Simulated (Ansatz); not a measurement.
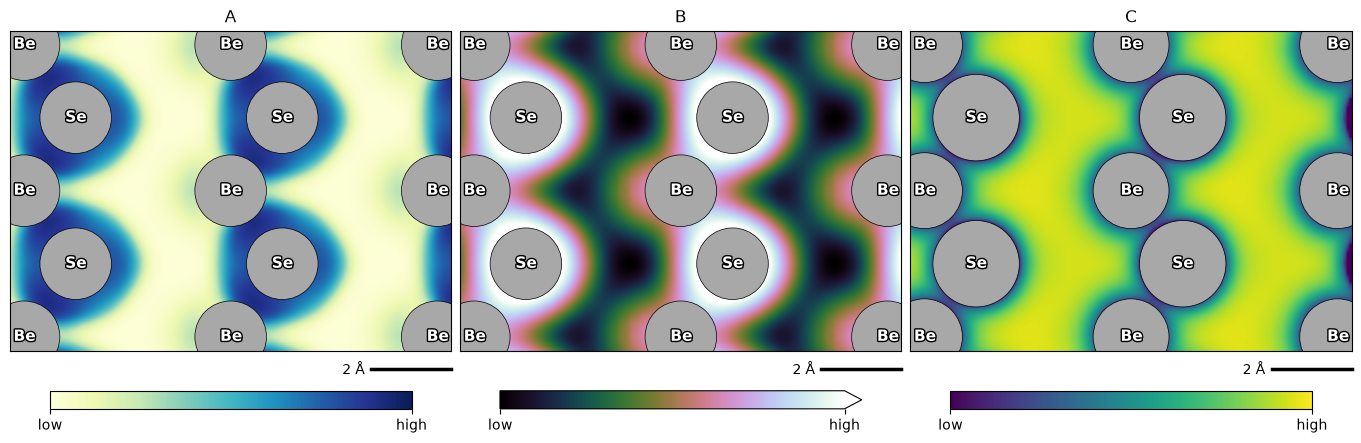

BeSe: 3 fields on the (101) plane of the conventional cell, with unlabelled colour scales. Grey discs cover the atomic cores.

Space group F-43m; a structure from a database of computed crystals, not necessarily the ambient phase.

Method: DFT r2SCAN, scalar-relativistic, plane waves, PAW (Ansatz).

Match the panels to the quantities (electron localisation function, electrostatic potential energy of an electron and valence pseudo-density).

Panel A: electron localisation function. Panel B: valence pseudo-density. Panel C: electrostatic potential energy of an electron (low next to the atoms, rising into the space between them). From the grid: Be–Se (2.24 Å): the density is about 0.6 e/Å³ at the midpoint; the ELF peaks at about 0.90 between the atoms, as expected for a polar covalent bond.
